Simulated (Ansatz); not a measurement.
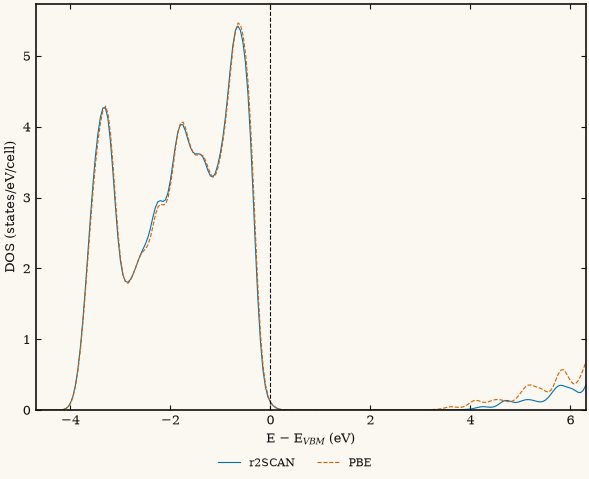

Total densities of states of MgO, space group Cmcm, 4 atoms in the cell, uniaxial (y) strain +3.4%, by two methods on the same cell. The curves are built from the levels of the k mesh with Gaussians 0.3 eV wide, which also blur the band edges. Each is counted from its own valence-band top.

Question: How do the methods compare?

Answer: r2SCAN gives a gap of 3.93 eV and PBE gives a gap of 3.30 eV.

Settings. r2SCAN: DFT, r2SCAN, plane waves, PAW, no spin polarisation, 12×12×6 k mesh, 500 eV cutoff (Ansatz). PBE: DFT, PBE, plane waves, PAW, no spin polarisation, 12×12×6 k mesh, 420 eV cutoff (Ansatz 0.2.0).
